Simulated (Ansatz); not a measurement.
System: Pb.

The calculation's input:

```
crystal:
  lattice:
    - [0.0, 3.4390000555, 3.4390000555]
    - [3.4390000555, 0.0, 3.4390000555]
    - [3.4390000555, 3.4390000555, 0.0]
  atoms:
    - { symbol: Pb, position: [0.25, 0.25, 0.25] }
    - { symbol: Pb, position: [0.0, 0.0, 0.0] }
hamiltonian:
  xc: pbe
  pseudopotentials: { kind: paw }
kpoints:
  mp_grid: { grid: [7, 7, 7] }
scf:
  occupations: { method: fermi_dirac, width: 0.05 }
output:
  forces: true
  stress: true
  eigenvalues: true
  write_density: true
  write_potential: true
  elf: true
  volumetric_format: npy
relax:
  f_tol: 0.01
  max_steps: 40
  cell: { stress_tol: 0.05 }
```

Command:

```sh
ansatz run input.yaml --threads 2 --pin off --max-ram 5632MiB --backend cpu --events-out ev --progress --plain --runs-dir out
```

Below, planes, directions and counts refer to the conventional cell (a = 7.06 Å, b = 7.06 Å, c = 7.06 Å, α = 90.00°, β = 90.00°, γ = 90.00°).

The fields are those of the run's last geometry, not of the input's.

Space group Fd-3m; a structure from a database of computed crystals, not necessarily the ambient phase.

Computed with Ansatz 0.2.0, Kohn-Sham DFT of a periodic cell, PBE, Ansatz PAW.

**What can the converged valence pseudo-density and electron localisation function tell about the bonding?**

Pb–Pb (3.06 Å): ρ at the midpoint is about 0.26 e/Å³; the ELF is about 0.45 at the midpoint.

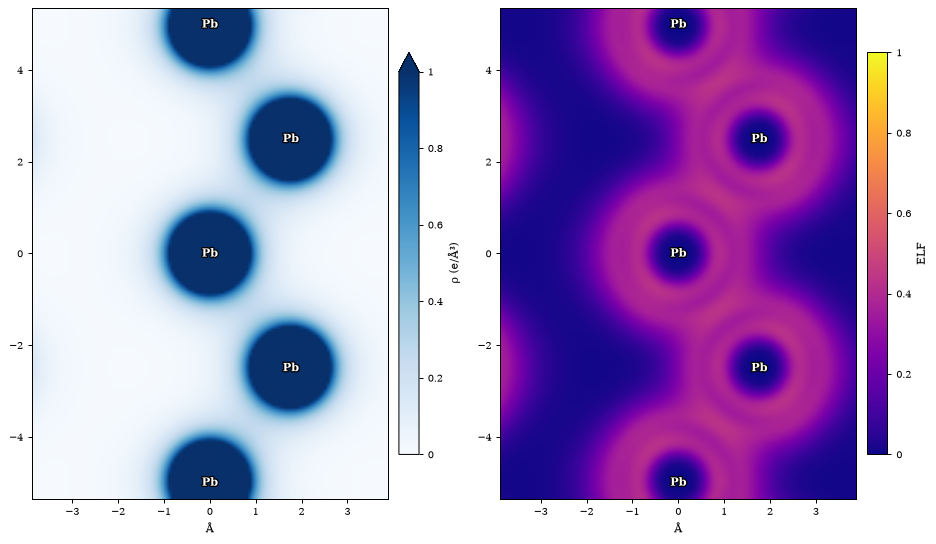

Computed valence pseudo-density and electron localisation function on the (011) plane of the conventional cell, in this order. 

The density is the valence pseudo-density of a PAW calculation; it isn't the true density close to the nuclei.
